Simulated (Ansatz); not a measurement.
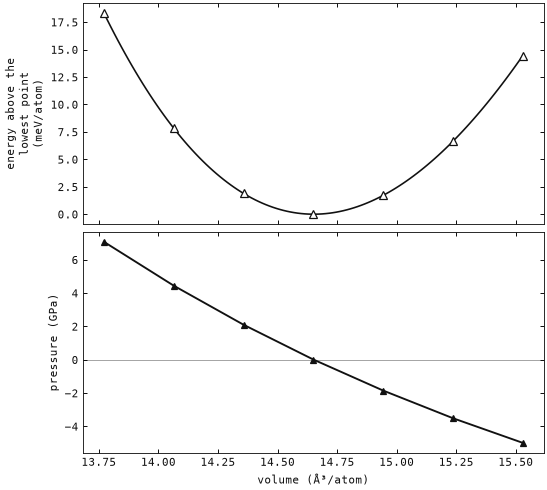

Energy above the lowest point and pressure against volume for Cd₂O₃, space group Pn-3m (No. 224) (one of a set of cubic test structures, which need not be the stable phase).

A third-order Birch–Murnaghan fit gives V0 = 14.65 Å³/atom, B0 = 98.5 GPa and B′ = 4.8. The energy above the lowest point is 18.3 meV/atom at volume 13.77 Å³/atom and 14.4 meV/atom at 15.53 Å³/atom; the lowest computed point is at volume 14.65 Å³/atom (0.0 meV/atom). The pressure falls from 7.1 GPa at volume 13.77 Å³/atom to −5.0 GPa at 15.53 Å³/atom, and changes sign near 14.65 Å³/atom.

Method: equation of state of a cubic crystal from periodic Kohn-Sham density functional theory without spin, third-order Birch-Murnaghan fit to the free energies; pressure corrected for the finite basis (Ansatz 0.2.0 development build). Level: PBE.

- structure type: cubic X2O3
- atoms in cell: 10
- space group number: 224
- lattice centring: simple cubic
- k mesh: 11×11×11
- occupation method: Fermi–Dirac
- occupation width: 0.06123 eV
- wave cutoff: 700 eV
- datasets: hard PAW
- density tolerance: 1e−09 eV
- bands: 68
- density cutoff ratio: 4
- search for lower states: default

Limits of the calculation: cubic model structure, not the ambient form; modest k-mesh, values are not fully converged in k; no spin polarisation, a magnetic state may lie lower.

Input of one of the runs behind the figure:
```
crystal:
  lattice:
    - [5.2716688352, 0.0, 0.0]
    - [0.0, 5.2716688352, 0.0]
    - [0.0, 0.0, 5.2716688352]
  atoms:
    - { symbol: Cd, position: [0.25, 0.25, 0.25] }
    - { symbol: Cd, position: [0.75, 0.75, 0.25] }
    - { symbol: Cd, position: [0.75, 0.25, 0.75] }
    - { symbol: Cd, position: [0.25, 0.75, 0.75] }
    - { symbol: O, position: [0.5, 0, 0] }
    - { symbol: O, position: [0, 0.5, 0] }
    - { symbol: O, position: [0, 0, 0.5] }
    - { symbol: O, position: [0.5, 0.5, 0] }
    - { symbol: O, position: [0.5, 0, 0.5] }
    - { symbol: O, position: [0, 0.5, 0.5] }
kpoints:
  mp_grid: { grid: [11, 11, 11] }
hamiltonian:
  xc: pbe
  pseudopotentials:
    kind: paw
    azcp:
      Cd: "pseudopotentials/pbe/paw/ansatz_paw_generated_hard_1/Cd.paw.azcp"
      O: "pseudopotentials/pbe/paw/ansatz_paw_generated_hard_1/O.paw.azcp"
scf:
  occupations: { method: fermi_dirac, width: 0.061225619053 }
  convergence: { dr2_threshold: "1e-9 eV" }
  max_iter: 300
output:
  forces: true
  stress: true
```

Command:
```bash
ansatz run input.yaml --threads 1
```
